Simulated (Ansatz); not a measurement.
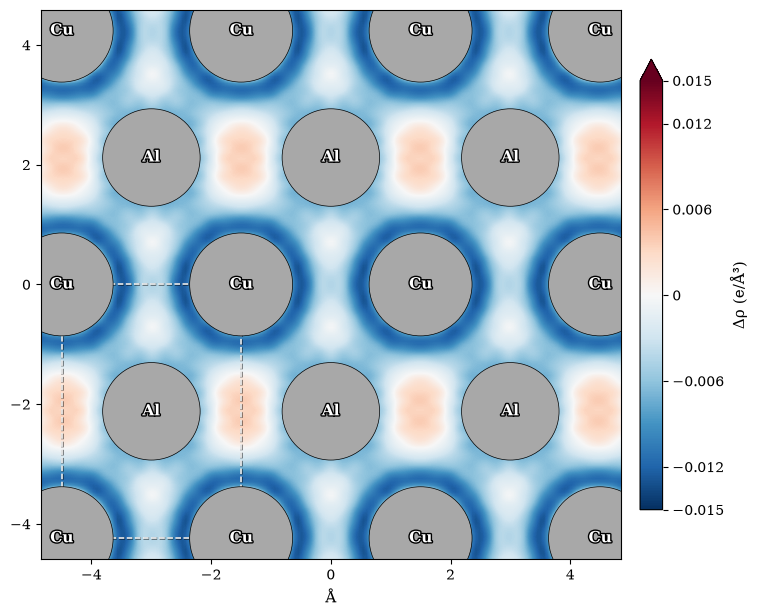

AlCu. Difference of the valence pseudo-densities of two functionals at the same geometry, on the (101) plane of the calculation cell: r2SCAN0 less PBEsol.

Both computed with Ansatz (plane waves, PAW), on the same k-point mesh. Grey discs cover the atomic cores.

> What does the difference map show?

Against PBEsol, r2SCAN0 gives less density around Cu (−0.012 e/Å³ on average at 1.0 Å from the nucleus), less density around Al (−0.004 e/Å³ on average at 1.0 Å from the nucleus) and a change of −0.006 e/Å³ at the midpoint of Al–Cu.
